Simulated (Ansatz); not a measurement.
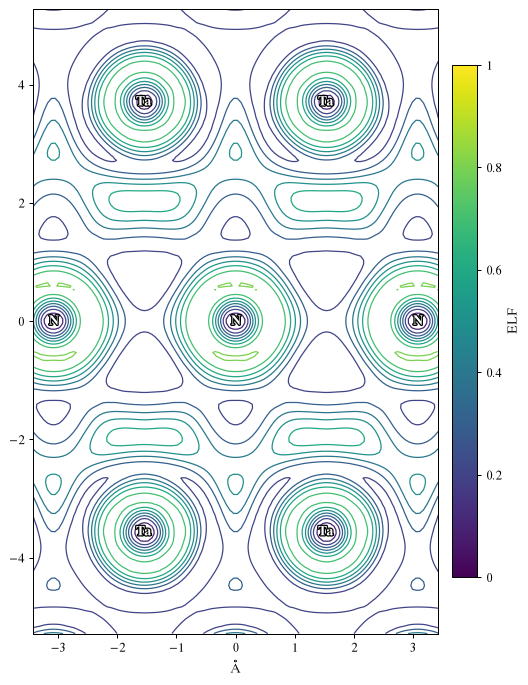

Ta$_{2}$N. Electron localisation function on the (011) plane of the conventional cell.

Space group P-3m1; a structure from a database of computed crystals, not necessarily the ambient phase; not relaxed (largest force 1.3 eV/Å); computed pressure about 4 GPa in this cell.

Theory: DFT PBEsol, scalar-relativistic, plane waves, PAW in Ansatz.

Core electrons are frozen (PAW), and the valence fields are smoothed inside the atomic spheres.

What do the fields say about this system?

Answer.
- Atoms in the plane: Ta and N.
- Ta–Ta (3.08 Å): the ELF is about 0.25 at the midpoint (no localised pair shows between them).
- The features right at Ta lie inside the PAW spheres, where the map follows smoothed inner orbitals and isn't to be read closely.

Does the calculation make it a metal, or give it a gap?

Answer. It is gapless in this calculation (a metal or semimetal); semilocal functionals without U, or without the true magnetic order, often close the gap of such compounds.
